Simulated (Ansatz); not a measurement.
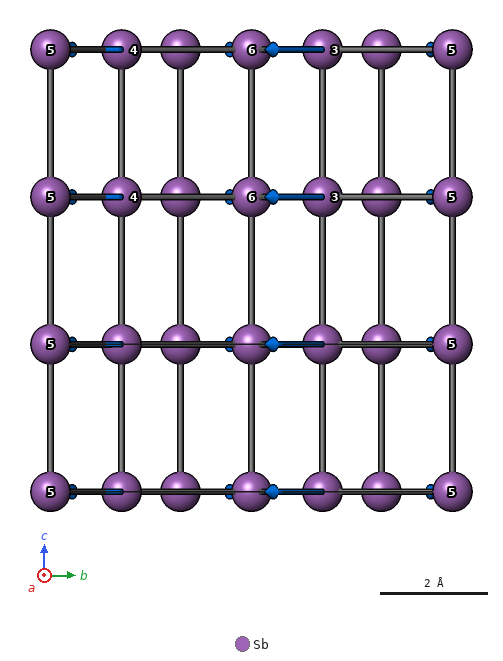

A relaxation of a crystal of Sb (a generated structure, set up in P4/mbm) (coarse preliminary run). The starting structure is drawn; blue arrows show the displacements (the part carried along by the change of the cell is left out), magnified 3 times.

The picture is a ball-and-stick view of the cell of the calculation, repeated 1 × 1 × 3 with one cell outlined, seen along the a axis.

Level of theory: Ansatz, DFT PBE, scalar-relativistic, plane waves, PAW. Set-up: plane-wave cutoff 420 eV; k-point mesh 2 × 2 × 6; occupations gaussian; smearing width 0.1 eV; no spin polarisation; cell and atoms relaxed; force threshold 0.04 eV/Å; at most 70 steps.

Question: What happened in the run?

Answer: The energy falls by 595 meV per atom in 5 accepted moves (7 points after the start). Largest force component: 0.86 eV/Å at the start, 0.0078 eV/Å at the end. Pressure: 20.85 GPa at the start and 0.16 GPa at the end. The line search rejected the trial step at point 4 of the run. The SCF was repeated once at an unchanged geometry on a basis and grid sized afresh for the cell, which shifted the energy by 3.0 meV per atom at most. The largest moves relative to the cell, 0.52 Å, are those of Sb atoms. The volume changes by +25.8 %, with a = b 7.561 → 8.016 Å (+6.0 %), c 2.773 → 3.103 Å (+11.9 %). Near-neighbour distances that change, for instance: Sb–Sb 3.781 → 2.963 Å, Sb–Sb 2.786 → 3.140 Å, Sb–Sb 2.773 → 3.103 Å. Bond angles that change, for instance: Sb–Sb–Sb 147.4° → 129.0°. The space group stays P4/mbm (No. 127).

Limits of the set-up: the k-point mesh is coarse for a cell with partly filled bands.
